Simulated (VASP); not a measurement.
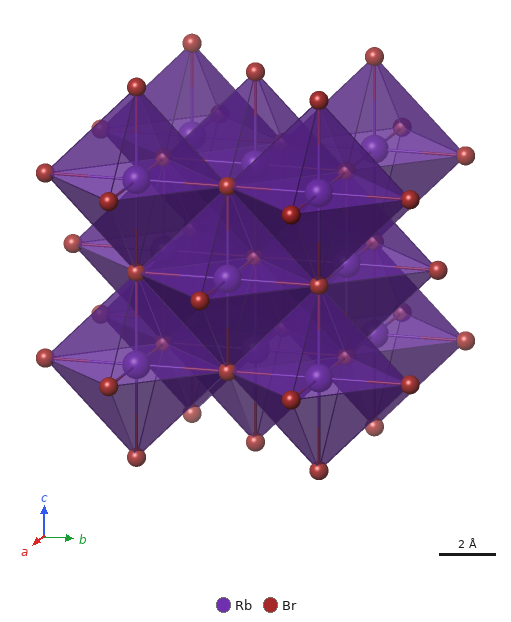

Figure 1. The structure as given in the input (polyhedral view of the cell 4 times as large as that of the calculation, set on its symmetry axes, seen slightly off an axis; polyhedra are completed across the faces of the cell). An atom can appear more than once, as a periodic image.

Dielectric calculation of RbBr

- system: RbBr (Fm-3m, 2 atoms in the cell)
- method: Kohn-Sham DFT of a periodic cell, PBEsol, VASP PAW PBE potentials, recommended, no spin polarisation (VASP 6.6.1)

The structure derives from an entry of the Crystallography Open Database.

### INCAR
```
PREC = Accurate
ENCUT = 600
EDIFF = 1E-8
ISMEAR = 0
SIGMA = 0.03
LREAL = False
LASPH = True
NELM = 80
ALGO = Normal
ISIF = 2
LWAVE = False
LCHARG = False
GGA = PS
LEPSILON = True
```

### KPOINTS
```
regular mesh
0
Monkhorst-Pack
  12 12 12
```

### POSCAR
```
RbBr                                    
1.0
   -0.0000000000      3.4256499358      3.4256499358
    3.4256499358     -0.0000000000      3.4256499358
    3.4256499358      3.4256499358      0.0000000000
  Rb              Br            
     1     1
Direct
     0.0000000000000000    0.0000000000000000    0.0000000000000000
     0.5000000000000000    0.5000000000000000    0.5000000000000000
```

Hardware: 1 thread of Intel Xeon (Sapphire Rapids), 192 GiB of memory available, shared host.

Launch command:
```bash
cat potpaw_PBE.64/Rb_sv/POTCAR potpaw_PBE.64/Br/POTCAR > POTCAR
mpirun -np 1 vasp_std > vasp.out
```

### OSZICAR
```
N       E                     dE             d eps       ncg     rms          rms(c)
DAV:   1     0.978990032749E+02    0.97899E+02   -0.73314E+03  4368   0.128E+03
DAV:   2     0.144392162719E+00   -0.97755E+02   -0.91120E+02  6352   0.198E+02
DAV:   3    -0.639364601070E+01   -0.65380E+01   -0.65106E+01  5504   0.579E+01
DAV:   4    -0.655887386080E+01   -0.16523E+00   -0.16509E+00  6808   0.854E+00
DAV:   5    -0.656014250693E+01   -0.12686E-02   -0.12686E-02  5604   0.794E-01    0.278E+00
DAV:   6    -0.636149608096E+01    0.19865E+00   -0.32090E-01  5112   0.285E+00    0.186E+00
DAV:   7    -0.634467882042E+01    0.16817E-01   -0.13705E-01  5436   0.197E+00    0.915E-01
DAV:   8    -0.635435429629E+01   -0.96755E-02   -0.14356E-02  5372   0.805E-01    0.890E-02
DAV:   9    -0.635505974384E+01   -0.70545E-03   -0.10585E-03  5708   0.187E-01    0.599E-02
DAV:  10    -0.635541541849E+01   -0.35567E-03   -0.38204E-04  4928   0.135E-01    0.118E-02
[... 147 further cycles ...]
RMM:   6    -0.402989312186E+00   -0.11924E-02   -0.57831E-04 25565   0.102E-01    0.154E-02
RMM:   7    -0.403788513540E+00   -0.79920E-03   -0.70061E-05 24462   0.397E-02    0.778E-03
RMM:   8    -0.403977443445E+00   -0.18893E-03   -0.70259E-05 25850   0.174E-02    0.176E-03
RMM:   9    -0.404033773944E+00   -0.56330E-04   -0.28353E-05 27080   0.715E-03    0.577E-04
RMM:  10    -0.404034155268E+00   -0.38132E-06   -0.20442E-05 27557   0.311E-03    0.444E-04
RMM:  11    -0.404027596032E+00    0.65592E-05   -0.47508E-06 27779   0.155E-03    0.134E-04
RMM:  12    -0.404029634388E+00   -0.20384E-05   -0.38918E-06 28674   0.731E-04    0.624E-05
RMM:  13    -0.404029111197E+00    0.52319E-06   -0.11661E-06 26148   0.393E-04    0.412E-05
RMM:  14    -0.404028806986E+00    0.30421E-06   -0.64613E-07 22006   0.268E-04    0.211E-05
RMM:  15    -0.404028653236E+00    0.15375E-06   -0.85445E-08 17982   0.218E-04    0.552E-06
```

### Parts of OUTCAR
```
PREC = Accurate
   ENCUT = 600
   EDIFF = 1E-8
   ISMEAR = 0
   LREAL = False
   LASPH = True
   NELM = 80
   ISIF = 2
   GGA = PS
   LEPSILON = True

 ion  position               nearest neighbor table
   1  0.000  0.000  0.000-   2 3.43   2 3.43   2 3.43   2 3.43   2 3.43   2 3.43
   2  0.500  0.500  0.500-   1 3.43   1 3.43   1 3.43   1 3.43   1 3.43   1 3.43

  LATTYP: Found a face centered cubic cell.
 ALAT       =     6.8512998716

  Lattice vectors:

 A1 = (   0.0000000000,   3.4256499358,   3.4256499358)
 A2 = (   3.4256499358,   0.0000000000,   3.4256499358)
 A3 = (   3.4256499358,   3.4256499358,   0.0000000000)

Analysis of symmetry for initial positions (statically):
=====================================================================
 Subroutine PRICEL returns:
 Original cell was already a primitive cell.

 Routine SETGRP: Setting up the symmetry group for a
 face centered cubic supercell.

 Subroutine GETGRP returns: Found 48 space group operations
 (whereof 48 operations were pure point group operations)
 out of a pool of 48 trial point group operations.

The static configuration has the point symmetry O_h .

Analysis of symmetry for dynamics (positions and initial velocities):
=====================================================================
 Subroutine PRICEL returns:
 Original cell was already a primitive cell.

 Routine SETGRP: Setting up the symmetry group for a
 face centered cubic supercell.

 Subroutine GETGRP returns: Found 48 space group operations
 (whereof 48 operations were pure point group operations)
 out of a pool of 48 trial point group operations.

The dynamic configuration has the point symmetry O_h .

 Subroutine INISYM returns: Found 48 space group operations
 (whereof 48 operations are pure point group operations),
 and found     1 'primitive' translations

----------------------------------------------------------------------------------------

                                     Primitive cell

  volume of cell :      80.4005

  direct lattice vectors                    reciprocal lattice vectors
     0.000000000  3.425649936  3.425649936    -0.145957704  0.145957704  0.145957704
     3.425649936  0.000000000  3.425649936     0.145957704 -0.145957704  0.145957704
     3.425649936  3.425649936  0.000000000     0.145957704  0.145957704 -0.145957704

  length of vectors
     4.844600599  4.844600599  4.844600599     0.252806159  0.252806159  0.252806159

  position of ions in fractional coordinates (direct lattice)
     0.000000000  0.000000000  0.000000000
     0.500000000  0.500000000  0.500000000

  ion indices of the primitive-cell ions
   primitive index   ion index
                 1           1
                 2           2

----------------------------------------------------------------------------------------

 KPOINTS: regular mesh

Automatic generation of k-mesh.
 Grid dimensions read from file:
 generate k-points for:   12   12   12

 Generating k-lattice:

  Cartesian coordinates                     Fractional coordinates (reciprocal lattice)
    -0.012163142  0.012163142  0.012163142     0.083333333  0.000000000  0.000000000
     0.012163142 -0.012163142  0.012163142     0.000000000  0.083333333  0.000000000
     0.012163142  0.012163142 -0.012163142     0.000000000  0.000000000  0.083333333

  Length of vectors
     0.021067180  0.021067180  0.021067180

  Shift w.r.t. Gamma in fractional coordinates (k-lattice)
     0.500000000  0.500000000  0.500000000

 Subroutine IBZKPT returns following result:
 ===========================================

 Found    182 irreducible k-points:

 Following reciprocal coordinates:
            Coordinates               Weight
  0.041667  0.041667  0.041667      8.000000
  0.125000  0.041667  0.041667     24.000000
  0.208333  0.041667  0.041667     24.000000
  0.291667  0.041667  0.041667     24.000000
  0.375000  0.041667  0.041667     24.000000
  0.458333  0.041667  0.041667     24.000000
 -0.458333  0.041667  0.041667     24.000000
 -0.375000  0.041667  0.041667     24.000000
 -0.291667  0.041667  0.041667     24.000000
 -0.208333  0.041667  0.041667     24.000000
 -0.125000  0.041667  0.041667     24.000000
 -0.041667  0.041667  0.041667     24.000000
  0.125000  0.125000  0.041667     24.000000
  0.208333  0.125000  0.041667     48.000000
  0.291667  0.125000  0.041667     48.000000
  0.375000  0.125000  0.041667     48.000000
  0.458333  0.125000  0.041667     48.000000
 -0.458333  0.125000  0.041667     48.000000
 -0.375000  0.125000  0.041667     48.000000
 -0.291667  0.125000  0.041667     48.000000
 -0.208333  0.125000  0.041667     48.000000
 -0.125000  0.125000  0.041667     48.000000
 -0.041667  0.125000  0.041667     48.000000
  0.208333  0.208333  0.041667     24.000000
 [... further k-points ...]
   k-points           NKPTS =    182   k-points in BZ     NKDIM =    182   number of bands    NBANDS=     12
   number of dos      NEDOS =    301   number of ions     NIONS =      2
   total plane-waves  NPLWV =  64000
   dimension x,y,z NGX =    40 NGY =   40 NGZ =   40
   dimension x,y,z NGXF=    80 NGYF=   80 NGZF=   80
   ions per type =               1   1
   NGX,Y,Z   is equivalent  to a cutoff of  13.73, 13.73, 13.73 a.u.
   NGXF,Y,Z  is equivalent  to a cutoff of  27.45, 27.45, 27.45 a.u.
 SYSTEM =  unknown system
   PREC   = accura    normal or accurate (medium, high low for compatibility)
   ISTART =      0    job   : 0-new  1-cont  2-samecut
   ICHARG =      2    charge: 1-file 2-atom 10-const
   ISPIN  =      1    spin polarized calculation?
   LNONCOLLINEAR =      F non collinear calculations
   LSORBIT =      F    spin-orbit coupling
   LASPH  =      T    aspherical Exc in radial PAW
   ENCUT  =  600.0 eV  44.10 Ry    6.64 a.u.   9.68  9.68  9.68*2*pi/ulx,y,z
   NELM   =     80;   NELMIN=  2; NELMDL= -5     # of ELM steps
   EDIFF  = 0.1E-07   stopping-criterion for ELM
   LREAL  =      F    real-space projection
   EDIFFG = 0.1E-06   stopping-criterion for IOM
   NSW    =      0    number of steps for IOM
   IBRION =     -1    ionic relax: 0-MD 1-quasi-New 2-CG
   NFREE  =      0    steps in history (QN), initial steepest desc. (CG)
   ISIF   =      2    stress and relaxation
   ISYM   =      2    0-nonsym 1-usesym 2-fastsym
   POTIM  = 0.5000    time-step for ionic-motion
   TEBEG  =    0.0;   TEEND  =   0.0 temperature during run
   PSTRESS=    0.0 pullay stress
   NELECT =      16.0000    total number of electrons
   NUPDOWN=      -1.0000    fix difference up-down
   EMIN   =  10.00;   EMAX   =-10.00  energy-range for DOS
   EFERMI =   0.00;   METHOD = LEGACY
   ISMEAR =     0;   SIGMA  =   0.03  broadening in eV -4-tet -1-fermi 0-gaus
   EFERMI_NEDOS =   21; number of points for ismear=-14 and -15
   IALGO  =     38    algorithm
   IMIX   =      4    mixing-type and parameters
     AMIX     =   0.40;   BMIX     =  1.00
     AMIX_MAG =   1.60;   BMIX_MAG =  1.00
  volume/ion in A,a.u.               =      40.20       271.28
  Fermi-wavevector in a.u.,A,eV,Ry     =   0.955789  1.806179 12.429355  0.913532
  Thomas-Fermi vector in A             =   2.084658
   LORBIT       =      0    0 simple, 1 ext, 2 COOP (PROOUT), +10 PAW based schemes
   GGA     = PS    functional components
   LHFCALC =     F    Hartree Fock is set to
   AEXX    =    0.0000 exact exchange contribution
   IVDW    =     0    specifies the selected vdW correction
   LEPSILON=     T    determine dielectric tensor
   LRPA    =     F    only Hartree local field effects (RPA)
 non-spin polarized calculation
 Gauss-broadening in eV      SIGMA  =   0.03
  energy-cutoff  :      600.00
  volume of cell :       80.40
 maximum number of plane-waves:      2709
   NGX = 19   NGY = 19   NGZ = 19

--------------------------------------- Ionic step        1  -------------------------------------------

 number of electron      16.0000001 magnetization

 E-fermi :  -1.6367     XC(G=0):  -7.4102     alpha+bet : -6.3136

 val. band max:       -1.8477302368   @ k =   0.0417   0.0417   0.0417
 cond. band min:       2.4189779700   @ k =   0.0417   0.0417   0.0417
 fundamental gap:      4.2667082068
 Fermi energy:        -1.6366935424

 k-point     1 :       0.0417    0.0417    0.0417
  band No.  band energies     occupation
      1     -26.1933      2.00000
      2     -14.0364      2.00000
      3     -10.2812      2.00000
      4     -10.2812      2.00000
      5     -10.2803      2.00000
      6      -1.8647      2.00000
      7      -1.8477      2.00000
      8      -1.8477      2.00000
      9       2.4190      0.00000
     10       5.3441      0.00000
     11       5.3806      0.00000
     12       5.3806      0.00000

 k-point     2 :       0.1250    0.0417    0.0417
  band No.  band energies     occupation
      1     -26.1924      2.00000
      2     -14.0401      2.00000
      3     -10.2860      2.00000
      4     -10.2799      2.00000
      5     -10.2745      2.00000
      6      -1.9872      2.00000
      7      -1.8910      2.00000
      8      -1.8657      2.00000
      9       2.6475      0.00000
     10       5.2506      0.00000
     11       5.4591      0.00000
     12       5.5542      0.00000

 k-point     3 :       0.2083    0.0417    0.0417
  band No.  band energies     occupation
      1     -26.1905      2.00000
      2     -14.0481      2.00000
      3     -10.2902      2.00000
      4     -10.2802      2.00000
      5     -10.2653      2.00000
      6      -2.2169      2.00000
      7      -1.9718      2.00000
      8      -1.9347      2.00000
      9       3.1474      0.00000
     10       5.1645      0.00000
     11       5.7015      0.00000
     12       5.8659      0.00000

 k-point     4 :       0.2917    0.0417    0.0417
  band No.  band energies     occupation
      1     -26.1880      2.00000
      2     -14.0583      2.00000
      3     -10.2930      2.00000
      4     -10.2820      2.00000
      5     -10.2547      2.00000
      6      -2.4697      2.00000
      7      -2.0654      2.00000
      8      -2.0285      2.00000
      9       3.7829      0.00000
     10       5.1868      0.00000
     11       6.0957      0.00000
     12       6.3084      0.00000

 k-point     5 :       0.3750    0.0417    0.0417
  band No.  band energies     occupation
      1     -26.1857      2.00000
      2     -14.0679      2.00000
      3     -10.2941      2.00000
      4     -10.2847      2.00000
      5     -10.2453      2.00000
      6      -2.6816      2.00000
      7      -2.1468      2.00000
      8      -2.1191      2.00000
      9       4.3745      0.00000
     10       5.3760      0.00000
     11       6.6185      0.00000
     12       6.8562      0.00000

 [... the levels of 18 k-points are left out ...]

 k-point    24 :       0.2083    0.2083    0.0417
  band No.  band energies     occupation
      1     -26.1894      2.00000
      2     -14.0435      2.00000
      3     -10.3035      2.00000
      4     -10.3032      2.00000
      5     -10.2586      2.00000
      6      -2.3436      2.00000
      7      -1.9187      2.00000
      8      -1.9140      2.00000
      9       3.3020      0.00000
     10       4.6379      0.00000
     11       6.2249      0.00000
     12       6.2368      0.00000

 [... further k-points ...]

  FORCE on cell =-STRESS in cart. coord.  units (eV):
  Direction    XX          YY          ZZ          XY          YZ          ZX
  --------------------------------------------------------------------------------------
  -------------------------------------------------------------------------------------
  Total       -0.0022148     -0.0022148     -0.0022148      0.0000000      0.0000000     -0.0000000
  in kB       -0.0441348     -0.0441348     -0.0441348      0.0000000      0.0000000     -0.0000000
  external PRESSURE =      -0.0441348 kB  Pullay stress =       0.0000000 kB

 VOLUME and BASIS-vectors are now :
 -----------------------------------------------------------------------------
  energy-cutoff  :      600.00
  volume of cell :       80.40
      direct lattice vectors                 reciprocal lattice vectors
     0.000000000  3.425649936  3.425649936    -0.145957704  0.145957704  0.145957704
     3.425649936  0.000000000  3.425649936     0.145957704 -0.145957704  0.145957704
     3.425649936  3.425649936  0.000000000     0.145957704  0.145957704 -0.145957704

 POSITION                                       TOTAL-FORCE (eV/Angst)
 -----------------------------------------------------------------------------------
      0.00000      0.00000      0.00000         0.000000      0.000000      0.000000
      3.42565      3.42565      3.42565        -0.000000      0.000000      0.000000
 -----------------------------------------------------------------------------------
    total drift:                                0.000000     -0.000000     -0.000000

  FREE ENERGIE OF THE ION-ELECTRON SYSTEM (eV)
  ---------------------------------------------------
  free  energy   TOTEN  =        -6.3554322583 eV

  energy  without entropy=       -6.3554322583  energy(sigma->0) =       -6.35543226

 HEAD OF MICROSCOPIC STATIC DIELECTRIC TENSOR (INDEPENDENT PARTICLE, excluding Hartree and local field effects)
 ------------------------------------------------------
           2.868101    -0.000000    -0.000000
           0.000000     2.868101    -0.000000
          -0.000000     0.000000     2.868101
 ------------------------------------------------------

 Free energy of the ion-electron system (eV)
  ---------------------------------------------------
  ---------------------------------------------------
  free energy    TOTEN  =        -0.40402852 eV

  energy without entropy =       -0.40402852

------------------------ aborting loop because EDIFF is reached ----------------------------------------

--------------------------------------- Ionic step        2  -------------------------------------------

------------------------ aborting loop because EDIFF is reached ----------------------------------------

--------------------------------------- Ionic step        3  -------------------------------------------

 Free energy of the ion-electron system (eV)
  ---------------------------------------------------
  ---------------------------------------------------
  free energy    TOTEN  =        -0.40402865 eV

  energy without entropy =       -0.40402865

------------------------ aborting loop because EDIFF is reached ----------------------------------------

 PIEZOELECTRIC TENSOR FIELD DIRECTION 3  (e Angst)
 -----------------------------------------------------------------------------
    -0.00015  0.00000  0.00000           (  0.00000  0.00000 -0.00000)
     0.00000 -0.00015 -0.00000           (  0.00000  0.00000  0.00000)
    -0.00000  0.00000 -0.00035           ( -0.00000  0.00000  0.00000)

 PIEZOELECTRIC TENSOR FIELD DIRECTION 3  (C/m^2)
 -----------------------------------------------------------------------------
    -0.00003  0.00000  0.00000
     0.00000 -0.00003 -0.00000
    -0.00000  0.00000 -0.00007

 MACROSCOPIC STATIC DIELECTRIC TENSOR (including local field effects in DFT)
 ------------------------------------------------------
           2.584427    -0.000000    -0.000000
           0.000000     2.584427    -0.000000
          -0.000000    -0.000000     2.584427
 ------------------------------------------------------

 PIEZOELECTRIC TENSOR (including local field effects)  for field in x, y, z        (e  Angst)
          XX          YY          ZZ          XY          YZ          ZX
  --------------------------------------------------------------------------------
  x     0.00000     0.00000     0.00000     0.00000     0.00000     0.00000
  y     0.00000     0.00000     0.00000     0.00000     0.00000     0.00000
  z     0.00000     0.00000     0.00000     0.00000     0.00000     0.00000

 PIEZOELECTRIC TENSOR (including local field effects)  for field in x, y, z        (C/m^2)
          XX          YY          ZZ          XY          YZ          ZX
  --------------------------------------------------------------------------------
  x     0.00000     0.00000     0.00000     0.00000     0.00000     0.00000
  y     0.00000     0.00000     0.00000     0.00000     0.00000     0.00000
  z     0.00000     0.00000     0.00000     0.00000     0.00000     0.00000

 BORN EFFECTIVE CHARGES (including local field effects) (in |e|, cummulative output)
 ---------------------------------------------------------------------------------
 ion    1
    1     1.15637     0.00000     0.00000
    2     0.00000     1.15637     0.00000
    3     0.00000     0.00000     1.15637
 ion    2
    1    -1.15637     0.00000     0.00000
    2     0.00000    -1.15637     0.00000
    3     0.00000     0.00000    -1.15637
```

### CONTCAR
```
RbBr
   1.00000000000000
     0.0000000000000000    3.4256499358000001    3.4256499358000001
     3.4256499358000001    0.0000000000000000    3.4256499358000001
     3.4256499358000001    3.4256499358000001    0.0000000000000000
  Rb              Br
     1     1
Direct
     0.0000000000000000    0.0000000000000000    0.0000000000000000
     0.5000000000000000    0.5000000000000000    0.5000000000000000

  0.00000000E+00  0.00000000E+00  0.00000000E+00
  0.00000000E+00  0.00000000E+00  0.00000000E+00
```

### Key numbers

- outcome: converged
- space group (tolerance 0.01 Å): Fm-3m (225)
- electrons treated: 16
- gap on the k-point mesh: 4.27 eV
- ε∞ (xx, yy, zz): 2.58, 2.58, 2.58
- wall time: 77 min
- peak memory: 1.4 GiB
